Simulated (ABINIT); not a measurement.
Phonon bands calculation, with input and output: Sr (part 2 of 3)

Sr (1 atom in the cell); Kohn-Sham DFT of a periodic cell, PBE, PseudoDojo NC SR PBE v0.4.1 standard, no spin polarisation (ABINIT 10.8.3); cutoff 707.5 eV, 6×6×6 k-mesh, fermi-dirac of 0.2 eV. The structure derives from an entry of the Crystallography Open Database.

Geometry of the input (Å; fractional positions):
```
0.0000  3.0423  3.0423
3.0423  0.0000  3.0423
3.0423  3.0423  0.0000
Sr 0.0000  0.0000  0.0000
```

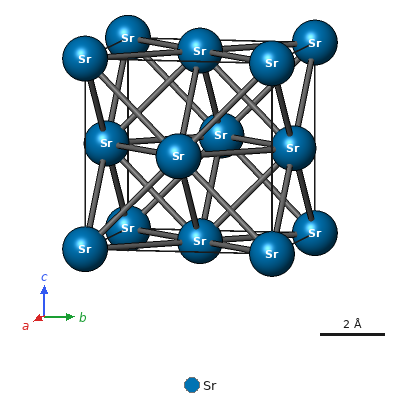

**Figure 1.** The structure as given in the input (ball-and-stick view of the cell 4 times as large as that of the calculation, set on its symmetry axes, seen slightly off an axis). An atom can appear more than once, as a periodic image.

The program's output, continued:
```
 Real(R)+Recip(G) space primitive vectors, cartesian coordinates (Bohr,Bohr^-1):
 R(1)=  0.0000000  5.7492083  5.7492083  G(1)= -0.0869685  0.0869685  0.0869685
 R(2)=  5.7492083  0.0000000  5.7492083  G(2)=  0.0869685 -0.0869685  0.0869685
 R(3)=  5.7492083  5.7492083  0.0000000  G(3)=  0.0869685  0.0869685 -0.0869685
 Unit cell volume ucvol=  3.8006171E+02 bohr^3
 Angles (23,13,12)=  6.00000000E+01  6.00000000E+01  6.00000000E+01 degrees
 setup1 : take into account q-point for computing boxcut.

 getcut: wavevector=  0.0000  0.0000  0.0000  ngfft=  40  40  40
         ecut(hartree)=     26.000   => boxcut(ratio)=   2.14331
--------------------------------------------------------------------------------

 ==>  initialize data related to q vector <==

 The list of irreducible perturbations for this q vector is:
    1)    idir= 1    ipert=   1

================================================================================

 The perturbation idir=   2  ipert=   1 is
 symmetric of a previously calculated perturbation.
 So, its SCF calculation is not needed.

 The perturbation idir=   3  ipert=   1 is
 symmetric of a previously calculated perturbation.
 So, its SCF calculation is not needed.

--------------------------------------------------------------------------------
 Perturbation wavevector (in red.coord.)   0.000000  0.000000  0.000000
 Perturbation : displacement of atom   1   along direction   1
 Found     4 symmetries that leave the perturbation invariant.
 symkpt : the number of k-points, thanks to the symmetries,
 is reduced to    46 .

--------------------------------------------------------------------------------

--------------------------------------------------------------------------------

 dfpt_looppert : total number of electrons, from k and k+q
  fully or partially occupied states are    1.000000E+01 and    1.000000E+01.
 Initialisation of the first-order wave-functions :
  ireadwf=   0

--- !BeginCycle
iteration_state: {dtset: 2, }
solver: {iscf: 7, nstep: 80, nline: 4, wfoptalg: 0, }
tolerances: {tolvrs: 1.00E-08, }
...

     iter   2DEtotal(Ha)        deltaE(Ha) residm    vres2
-ETOT  1  0.59126908754817     -1.614E+03 6.831E+00 3.362E+02
 ETOT  2  7.17945536914044E-03 -5.841E-01 2.999E-02 2.082E+01
 ETOT  3  1.15511540249713E-03 -6.024E-03 5.068E-04 3.223E+00
 ETOT  4  8.44848593430925E-05 -1.071E-03 2.539E-05 1.453E-01
 ETOT  5  5.90192589413618E-05 -2.547E-05 1.363E-06 1.088E-02
 ETOT  6  5.71816592298546E-05 -1.838E-06 4.835E-08 1.564E-04
 ETOT  7  5.71439511247718E-05 -3.771E-08 3.996E-09 2.958E-06
 ETOT  8  5.71432269396155E-05 -7.242E-10 4.608E-10 1.482E-07
 ETOT  9  5.71431912419484E-05 -3.570E-11 3.236E-11 1.851E-10

 At SCF step    9       vres2   =  1.85E-10 < tolvrs=  1.00E-08 =>converged.
================================================================================

 ----iterations are completed or convergence reached----

 Mean square residual over all n,k,spin=   99.282E-15; max=  32.358E-12

 2DEtotal=    0.5714319124E-04 Ha. Also 2DEtotal=    0.155494544821E-02 eV
    (2DErelax=   -1.6148875762E+03 Ha. 2DEnonrelax=    1.6148876333E+03 Ha)
    (  non-var. 2DEtotal :    5.6267077497E-05 Ha)

================================================================================

 ---- first-order wavefunction calculations are completed ----

 ==> Compute Derivative Database <==

  Dynamical matrix, in cartesian coordinates,
   if specified in the inputs, asr has been imposed
     j1       j2             matrix element
  dir pert dir pert     real part    imaginary part

  Phonon wavevector (reduced coordinates) :  0.00000  0.00000  0.00000
 Phonon energies in Hartree :
   0.000000E+00  0.000000E+00  0.000000E+00
 Phonon frequencies in cm-1    :
   0.000000E+00  0.000000E+00  0.000000E+00

================================================================================
== DATASET  3 ==================================================================

--- !DatasetInfo
iteration_state: {dtset: 3, }
dimensions: {natom: 1, nkpt: 216, mband: 13, nsppol: 1, nspinor: 1, nspden: 1, mpw: 2450, }
cutoff_energies: {ecut:  26.0, pawecutdg:  -1.0, }
electrons: {nelect:   1.00000000E+01, charge:   0.00000000E+00, occopt:   3.00000000E+00, tsmear:   7.34986444E-03, }
meta: {optdriver: 1, rfphon: 1, }
...

 mkfilename : getwfk/=0, take file _WFK from output of DATASET   1.

 Exchange-correlation functional for the present dataset will be:
  GGA: Perdew-Burke-Ernzerhof functional - ixc=11
  J.P.Perdew, K.Burke, M.Ernzerhof, PRL 77, 3865 (1996)

 Real(R)+Recip(G) space primitive vectors, cartesian coordinates (Bohr,Bohr^-1):
 R(1)=  0.0000000  5.7492083  5.7492083  G(1)= -0.0869685  0.0869685  0.0869685
 R(2)=  5.7492083  0.0000000  5.7492083  G(2)=  0.0869685 -0.0869685  0.0869685
 R(3)=  5.7492083  5.7492083  0.0000000  G(3)=  0.0869685  0.0869685 -0.0869685
 Unit cell volume ucvol=  3.8006171E+02 bohr^3
 Angles (23,13,12)=  6.00000000E+01  6.00000000E+01  6.00000000E+01 degrees
 setup1 : take into account q-point for computing boxcut.

 getcut: wavevector=  0.5000  0.0000  0.0000  ngfft=  40  40  40
         ecut(hartree)=     26.000   => boxcut(ratio)=   2.09007
--------------------------------------------------------------------------------

 ==>  initialize data related to q vector <==

 The list of irreducible perturbations for this q vector is:
    1)    idir= 1    ipert=   1
    2)    idir= 2    ipert=   1

================================================================================

 The perturbation idir=   3  ipert=   1 is
 symmetric of a previously calculated perturbation.
 So, its SCF calculation is not needed.

--------------------------------------------------------------------------------
 Perturbation wavevector (in red.coord.)   0.500000  0.000000  0.000000
 Perturbation : displacement of atom   1   along direction   1
 Found     2 symmetries that leave the perturbation invariant.
 symkpt : the number of k-points, thanks to the symmetries,
 is reduced to   126 .

--------------------------------------------------------------------------------

--------------------------------------------------------------------------------

 dfpt_looppert : total number of electrons, from k and k+q
  fully or partially occupied states are    1.000000E+01 and    1.000000E+01.
 Initialisation of the first-order wave-functions :
  ireadwf=   0

--- !BeginCycle
iteration_state: {dtset: 3, }
solver: {iscf: 7, nstep: 80, nline: 4, wfoptalg: 0, }
tolerances: {tolvrs: 1.00E-08, }
...

     iter   2DEtotal(Ha)        deltaE(Ha) residm    vres2
-ETOT  1   4.7114202047651     -1.746E+03 6.574E+00 2.800E+04
 ETOT  2   1.3926716508745     -3.319E+00 4.349E-02 1.910E+02
 ETOT  3   1.3415526537415     -5.112E-02 5.028E-03 3.714E+01
 ETOT  4   1.3377218509354     -3.831E-03 1.485E-04 2.185E+00
 ETOT  5   1.3371406938204     -5.812E-04 6.606E-05 9.632E-03
 ETOT  6   1.3371389706581     -1.723E-06 2.370E-06 5.828E-04
 ETOT  7   1.3371388568776     -1.138E-07 5.717E-07 1.221E-05
 ETOT  8   1.3371388543015     -2.576E-09 4.754E-08 5.524E-07
 ETOT  9   1.3371388541573     -1.442E-10 1.062E-08 4.369E-08
 ETOT 10   1.3371388541882      3.070E-11 9.553E-10 1.187E-09

 At SCF step   10       vres2   =  1.19E-09 < tolvrs=  1.00E-08 =>converged.
================================================================================

 ----iterations are completed or convergence reached----

 Mean square residual over all n,k,spin=   15.207E-13; max=  95.529E-11

 2DEtotal=    0.1337138854E+01 Ha. Also 2DEtotal=    0.363854018258E+02 eV
    (2DErelax=   -1.7492898363E+03 Ha. 2DEnonrelax=    1.7506269751E+03 Ha)
    (  non-var. 2DEtotal :    1.3371427211E+00 Ha)

--------------------------------------------------------------------------------
 Perturbation wavevector (in red.coord.)   0.500000  0.000000  0.000000
 Perturbation : displacement of atom   1   along direction   2
 The set of symmetries contains only one element for this perturbation.
 symkpt : not enough symmetry to change the number of k points.

--------------------------------------------------------------------------------

--------------------------------------------------------------------------------

 dfpt_looppert : total number of electrons, from k and k+q
  fully or partially occupied states are    1.000000E+01 and    1.000000E+01.
 Initialisation of the first-order wave-functions :
  ireadwf=   0

--- !BeginCycle
iteration_state: {dtset: 3, }
solver: {iscf: 7, nstep: 80, nline: 4, wfoptalg: 0, }
tolerances: {tolvrs: 1.00E-08, }
...

     iter   2DEtotal(Ha)        deltaE(Ha) residm    vres2
-ETOT  1   1.0267968554385     -1.624E+03 6.832E+00 3.541E+02
 ETOT  2  0.45062829446371     -5.762E-01 4.306E-02 2.069E+01
 ETOT  3  0.44465259746400     -5.976E-03 1.360E-03 3.060E+00
 ETOT  4  0.44364680316696     -1.006E-03 1.074E-04 1.545E-01
 ETOT  5  0.44361209984456     -3.470E-05 5.511E-06 1.302E-02
 ETOT  6  0.44360958103354     -2.519E-06 4.211E-07 2.405E-04
 ETOT  7  0.44360952642498     -5.461E-08 2.749E-08 7.807E-06
 ETOT  8  0.44360952482313     -1.602E-09 2.230E-09 9.321E-08
 ETOT  9  0.44360952479403     -2.910E-11 2.048E-10 8.769E-10

 At SCF step    9       vres2   =  8.77E-10 < tolvrs=  1.00E-08 =>converged.
================================================================================

 ----iterations are completed or convergence reached----

 Mean square residual over all n,k,spin=   40.870E-14; max=  20.481E-11

 2DEtotal=    0.4436095248E+00 Ha. Also 2DEtotal=    0.120712301216E+02 eV
    (2DErelax=   -1.6244217965E+03 Ha. 2DEnonrelax=    1.6248654061E+03 Ha)
    (  non-var. 2DEtotal :    4.4360863558E-01 Ha)

================================================================================

 ---- first-order wavefunction calculations are completed ----

 ==> Compute Derivative Database <==

  Dynamical matrix, in cartesian coordinates,
   if specified in the inputs, asr has been imposed
     j1       j2             matrix element
  dir pert dir pert     real part    imaginary part

   1    1   1    1         0.0134685655        -0.0000000031
   1    1   2    1        -0.0067582139         0.0000000031
   1    1   3    1        -0.0067582139         0.0000000031

   2    1   1    1        -0.0067582139         0.0000000031
   2    1   2    1         0.0134685655        -0.0000000031
   2    1   3    1         0.0067582139        -0.0000000031

   3    1   1    1        -0.0067582139         0.0000000031
   3    1   2    1         0.0067582139        -0.0000000031
   3    1   3    1         0.0134685655        -0.0000000031

  Phonon wavevector (reduced coordinates) :  0.50000  0.00000  0.00000
 Phonon energies in Hartree :
   2.049703E-04  2.049703E-04  4.110356E-04
 Phonon frequencies in cm-1    :
   4.498578E+01  4.498578E+01  9.021190E+01

================================================================================
== DATASET  4 ==================================================================

--- !DatasetInfo
iteration_state: {dtset: 4, }
dimensions: {natom: 1, nkpt: 216, mband: 13, nsppol: 1, nspinor: 1, nspden: 1, mpw: 2450, }
cutoff_energies: {ecut:  26.0, pawecutdg:  -1.0, }
electrons: {nelect:   1.00000000E+01, charge:   0.00000000E+00, occopt:   3.00000000E+00, tsmear:   7.34986444E-03, }
meta: {optdriver: 1, rfphon: 1, }
...

 mkfilename : getwfk/=0, take file _WFK from output of DATASET   1.

 Exchange-correlation functional for the present dataset will be:
  GGA: Perdew-Burke-Ernzerhof functional - ixc=11
  J.P.Perdew, K.Burke, M.Ernzerhof, PRL 77, 3865 (1996)

 Real(R)+Recip(G) space primitive vectors, cartesian coordinates (Bohr,Bohr^-1):
 R(1)=  0.0000000  5.7492083  5.7492083  G(1)= -0.0869685  0.0869685  0.0869685
 R(2)=  5.7492083  0.0000000  5.7492083  G(2)=  0.0869685 -0.0869685  0.0869685
 R(3)=  5.7492083  5.7492083  0.0000000  G(3)=  0.0869685  0.0869685 -0.0869685
 Unit cell volume ucvol=  3.8006171E+02 bohr^3
 Angles (23,13,12)=  6.00000000E+01  6.00000000E+01  6.00000000E+01 degrees
 setup1 : take into account q-point for computing boxcut.

 getcut: wavevector=  0.5000  0.5000  0.0000  ngfft=  40  40  40
         ecut(hartree)=     26.000   => boxcut(ratio)=   2.09041
--------------------------------------------------------------------------------

 ==>  initialize data related to q vector <==

 The list of irreducible perturbations for this q vector is:
    1)    idir= 1    ipert=   1

================================================================================

 The perturbation idir=   2  ipert=   1 is
 symmetric of a previously calculated perturbation.
 So, its SCF calculation is not needed.

 The perturbation idir=   3  ipert=   1 is
 symmetric of a previously calculated perturbation.
 So, its SCF calculation is not needed.

--------------------------------------------------------------------------------
 Perturbation wavevector (in red.coord.)   0.500000  0.500000  0.000000
 Perturbation : displacement of atom   1   along direction   1
 Found     2 symmetries that leave the perturbation invariant.
 symkpt : the number of k-points, thanks to the symmetries,
 is reduced to   126 .

--------------------------------------------------------------------------------

--------------------------------------------------------------------------------

 dfpt_looppert : total number of electrons, from k and k+q
  fully or partially occupied states are    1.000000E+01 and    1.000000E+01.
 Initialisation of the first-order wave-functions :
  ireadwf=   0

--- !BeginCycle
iteration_state: {dtset: 4, }
solver: {iscf: 7, nstep: 80, nline: 4, wfoptalg: 0, }
tolerances: {tolvrs: 1.00E-08, }
...

     iter   2DEtotal(Ha)        deltaE(Ha) residm    vres2
-ETOT  1   3.1966694847503     -1.703E+03 6.538E+00 7.873E+03
 ETOT  2   1.6455142428307     -1.551E+00 4.602E-02 1.028E+02
 ETOT  3   1.6126356967183     -3.288E-02 3.892E-04 2.009E+01
 ETOT  4   1.6099020290720     -2.734E-03 3.320E-05 9.867E-01
 ETOT  5   1.6095792375764     -3.228E-04 2.391E-06 5.689E-03
 ETOT  6   1.6095780523520     -1.185E-06 5.157E-08 3.272E-04
 ETOT  7   1.6095779909994     -6.135E-08 1.065E-09 9.420E-06
 ETOT  8   1.6095779886731     -2.326E-09 6.105E-11 6.790E-07
 ETOT  9   1.6095779884823     -1.908E-10 1.452E-12 9.297E-09

 At SCF step    9       vres2   =  9.30E-09 < tolvrs=  1.00E-08 =>converged.
================================================================================

 ----iterations are completed or convergence reached----

 Mean square residual over all n,k,spin=   81.954E-15; max=  14.525E-13

 2DEtotal=    0.1609577988E+01 Ha. Also 2DEtotal=    0.437988483376E+02 eV
    (2DErelax=   -1.7049821017E+03 Ha. 2DEnonrelax=    1.7065916797E+03 Ha)
    (  non-var. 2DEtotal :    1.6095900593E+00 Ha)

================================================================================

 ---- first-order wavefunction calculations are completed ----

 ==> Compute Derivative Database <==

  Dynamical matrix, in cartesian coordinates,
   if specified in the inputs, asr has been imposed
     j1       j2             matrix element
  dir pert dir pert     real part    imaginary part

   1    1   1    1         0.0187404905         0.0000000000

   2    1   2    1         0.0187404905         0.0000000000

   3    1   3    1         0.0299561718         0.0000000000

  Phonon wavevector (reduced coordinates) :  0.50000  0.50000  0.00000
 Phonon energies in Hartree :
   3.425380E-04  3.425380E-04  4.330734E-04
 Phonon frequencies in cm-1    :
   7.517841E+01  7.517841E+01  9.504862E+01

== END DATASET(S) ==============================================================
================================================================================

 -outvars: echo values of variables after computation  --------
            acell      1.0000000000E+00  1.0000000000E+00  1.0000000000E+00 Bohr
           etotal1    -3.4235767044E+01
           etotal2     5.7143191242E-05
           etotal3     4.4360952479E-01
           etotal4     1.6095779885E+00
            fcart1    -0.0000000000E+00 -0.0000000000E+00 -0.0000000000E+00
            fcart2     0.0000000000E+00  0.0000000000E+00  0.0000000000E+00
            fcart3     0.0000000000E+00  0.0000000000E+00  0.0000000000E+00
            fcart4     0.0000000000E+00  0.0000000000E+00  0.0000000000E+00
            rprim      0.0000000000E+00  5.7492082753E+00  5.7492082753E+00
                       5.7492082753E+00  0.0000000000E+00  5.7492082753E+00
                       5.7492082753E+00  5.7492082753E+00  0.0000000000E+00
           strten1     2.6684131570E-05  2.6684131570E-05  2.6684131570E-05
                       0.0000000000E+00  0.0000000000E+00  0.0000000000E+00
           strten2     0.0000000000E+00  0.0000000000E+00  0.0000000000E+00
                       0.0000000000E+00  0.0000000000E+00  0.0000000000E+00
           strten3     0.0000000000E+00  0.0000000000E+00  0.0000000000E+00
                       0.0000000000E+00  0.0000000000E+00  0.0000000000E+00
           strten4     0.0000000000E+00  0.0000000000E+00  0.0000000000E+00
                       0.0000000000E+00  0.0000000000E+00  0.0000000000E+00
 Calculation completed.
```

File anaddb.abo:
```
.Version 10.8.3 of ANADDB
================================================================================

 -outvars_anaddb: echo values of input variables ----------------------

 Flags :
     ifcflag         1
 Miscellaneous information :
         asr         1
      chneut         0
 Interatomic Force Constants Inputs :
      dipdip         0
     dipquad         0
    quadquad         0
      ifcana         0
      ifcout         0
 Description of grid 1 :
        brav         1
       ngqpt         2         2         2
      nqshft         1
      q1shft
                     0.00000000E+00  0.00000000E+00  0.00000000E+00
 Phonon DOS information :
   dosdeltae  2.00000000E-05
    dossmear  4.55633525E-06
 Description of grid 2 (Fourier interp. or BZ sampling):
      ng2qpt        20        20        20
      ngrids         4
      q2shft         0.00000000E+00  0.00000000E+00  0.00000000E+00

================================================================================

 read the DDB information and perform some checks

  ==== Info on the Cryst% object ====
 Real(R)+Recip(G) space primitive vectors, cartesian coordinates (Bohr,Bohr^-1):
 R(1)=  0.0000000  5.7492083  5.7492083  G(1)= -0.0869685  0.0869685  0.0869685
 R(2)=  5.7492083  0.0000000  5.7492083  G(2)=  0.0869685 -0.0869685  0.0869685
 R(3)=  5.7492083  5.7492083  0.0000000  G(3)=  0.0869685  0.0869685 -0.0869685
 Unit cell volume ucvol=  3.8006171E+02 bohr^3
 Angles (23,13,12)=  6.00000000E+01  6.00000000E+01  6.00000000E+01 degrees
 Time-reversal symmetry is present
 Reduced atomic positions [iatom, xred, symbol]:
    1)    0.0000000  0.0000000  0.0000000  Sr

 DDB file with 5 blocks has been read.

================================================================================

 Calculation of the interatomic forces

       Homogeneous q point set in the B.Z.
 Grid q points  :        8
  1)   0.00000000E+00  0.00000000E+00  0.00000000E+00
  2)   5.00000000E-01  0.00000000E+00  0.00000000E+00
  3)   0.00000000E+00  5.00000000E-01  0.00000000E+00
  4)   5.00000000E-01  5.00000000E-01  0.00000000E+00
  5)   0.00000000E+00  0.00000000E+00  5.00000000E-01
  6)   5.00000000E-01  0.00000000E+00  5.00000000E-01
  7)   0.00000000E+00  5.00000000E-01  5.00000000E-01
  8)   5.00000000E-01  5.00000000E-01  5.00000000E-01

 The interatomic forces have been obtained

================================================================================

 Calculation of phonon density of states

 Average speed of sound partial sums:     0.8883448512E-03 (at units)

 Debye frequency from partial sums:     0.4780212533E-03 (Ha)
-Debye temperature from partial sums:     0.1509471731E+03 (K)

 Average speed of sound:     0.9446302730E-03 (at units)

 Debye frequency from DOS:     0.5083086218E-03 (Ha)
-Debye temperature from DOS:     0.1605111677E+03 (K)

================================================================================

 Treat the first list of vectors

 [... frequencies along the path: see the file of bands ...]
================================================================================

 anaddb : the run completed successfully.
```
